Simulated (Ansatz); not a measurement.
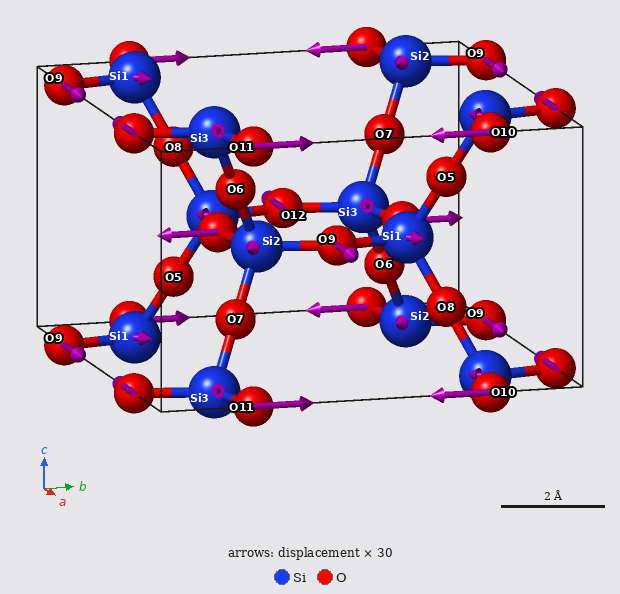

A relaxation of solid SiO2 (set up in I4/mmm). The starting structure is drawn; purple arrows show the displacements (the part carried along by the change of the cell is left out), magnified 30 times.

Style: ball-and-stick. Shown: the conventional cell (2 times the calculation's cell), slightly off an axis. Lengths and directions refer to the drawn axes.

Case: volume × 0.88, shape and atoms relaxed.

Method: DFT PBE, scalar-relativistic, plane waves, PAW (Ansatz 0.2.0). Set-up: plane-wave cutoff 420 eV; k-point mesh 6 × 6 × 6; occupations gaussian; smearing width 0.02 eV; no spin polarisation; cell relaxed at fixed volume; force threshold 0.01 eV/Å; at most 30 steps.

Q: Atoms of which element are displaced furthest, and by how much?

A: Oxygen: up to 0.041 Å, against 0.013 Å for silicon.

Q: What happened in the run?

A: The energy falls by 2.4 meV per atom in 3 accepted moves (5 points after the start). The largest force component goes from 0.28 to 0.00081 eV/Å. Pressure: 20.38 GPa at the start and 18.92 GPa at the end. The line search rejected the trial step at point 3 of the run. The SCF was repeated once at an unchanged geometry on a basis and grid sized afresh for the cell, which shifted the energy by 0.1 meV per atom at most. The largest moves relative to the cell, 0.041 Å, are those of O atoms. By element the largest moves are O 0.041 Å, Si 0.013 Å. The drawn cell changes at constant volume: a = b 8.544 → 8.487 Å (−0.7 %), c 5.161 → 5.230 Å (+1.3 %). Some distances before and after: O–Si 1.564 → 1.570 Å, O–Si 1.552 → 1.556 Å. Among the angles between lasting bonds that change: O–Si–O 115.3° → 117.5°, Si–O–Si 154.7° → 152.5°. The space group stays I4/mmm (No. 139).
